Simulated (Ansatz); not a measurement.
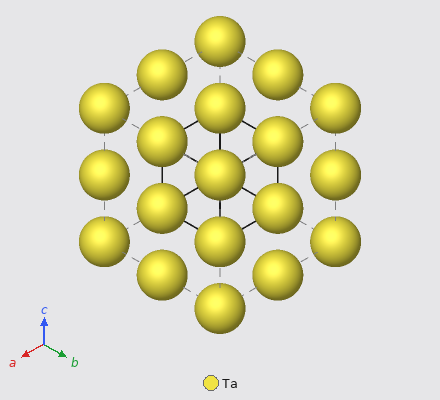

The structure, seen along [111]; the drawing may span several cells.

Given this structure, coordinates from a relaxation with Ansatz 0.2.0, DFT, RPBE, plane waves (420 eV) with PAW, scalar-relativistic; the starting structure was generated, so it need not be a known form of this composition, written in its standard cell:

```cif
data_structure
_symmetry_space_group_name_H-M 'Pm-3m'
_symmetry_Int_Tables_number 221
_cell_length_a 2.7602
_cell_length_b 2.7602
_cell_length_c 2.7602
_cell_angle_alpha 90.000
_cell_angle_beta 90.000
_cell_angle_gamma 90.000
_cell_volume 21.03
loop_
_atom_site_label
_atom_site_type_symbol
_atom_site_symmetry_multiplicity
_atom_site_Wyckoff_symbol
_atom_site_fract_x
_atom_site_fract_y
_atom_site_fract_z
_atom_site_occupancy
Ta1 Ta 1 a 0.00000 0.00000 0.00000 1
```

Q: Predict the [111] zone-axis pattern (120 kV, kinematic, B = 0.8 Å²).

A: The spots form a hexagonal net with both shortest vectors at d = 1.95 Å, 60.0° apart. They are -1 1 0 and -1 0 1. The pattern has symmetry 6mm. No reflection of this zone is absent.

Strongest reflections with d > 0.80 Å, one of each family (|F|² from tabulated Gaussian fits of the electron scattering factors, times a small damping for the curvature of the Ewald sphere):

```csv
hkl,d (Å),I (strongest = 100)
1 0 -1,1.952,100
2 -1 -1,1.127,28
2 0 -2,0.976,18
```

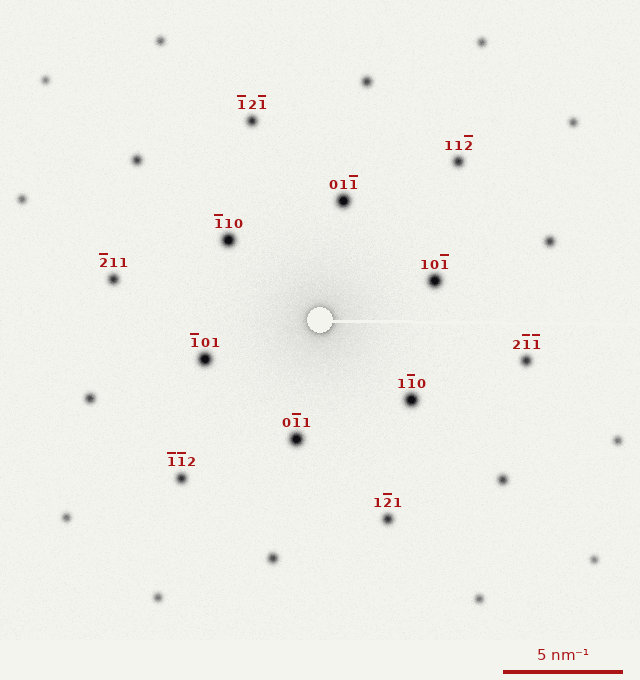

Calculated pattern, seen from the source side with [111] pointing towards the source.
